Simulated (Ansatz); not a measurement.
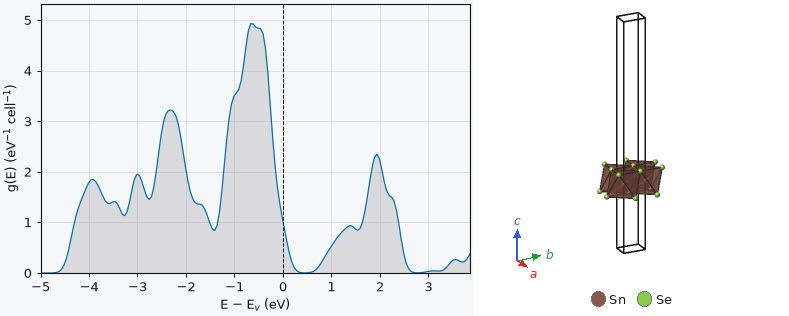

Density of states, beside the structure. Energies are counted from the top of the valence band. The curve is built from the levels of the k mesh with Gaussians 0.3 eV wide, which also blur the band edges.

System: SnSe2 (slab), 3 atoms in the cell, 1T monolayer type.

```cif
data_structure
_symmetry_space_group_name_H-M 'P 1'
_symmetry_Int_Tables_number 1
_cell_length_a 3.8352
_cell_length_b 3.8352
_cell_length_c 30.0650
_cell_angle_alpha 90.000
_cell_angle_beta 90.000
_cell_angle_gamma 120.000
_cell_volume 382.97
loop_
_atom_site_label
_atom_site_type_symbol
_atom_site_fract_x
_atom_site_fract_y
_atom_site_fract_z
_atom_site_occupancy
Sn1 Sn 0.00000 0.00000 0.29935 1
Se1 Se 0.33333 0.66667 0.35169 1
Se2 Se 0.66667 0.33333 0.24701 1
```

Method: DFT, PBE, plane waves, PAW, no spin polarisation, 12×12×1 k mesh, Fermi-Dirac smearing of 0.02 eV (Ansatz 0.2.0).

Question: Is there a gap at the Fermi level, and how wide?

Answer: There is a gap; over the k points computed it is 0.85 eV (indirect; the smallest direct gap is 1.17 eV).

Question: Where is the tallest peak of the filled states in the window?

Answer: Within the window shown, the tallest peak of the filled states lies 0.7 eV under the valence-band top, at about 4.9 states per eV and cell.

The atoms aren't at rest in this cell (largest force 0.3 eV/Å), so the relaxed material can differ.
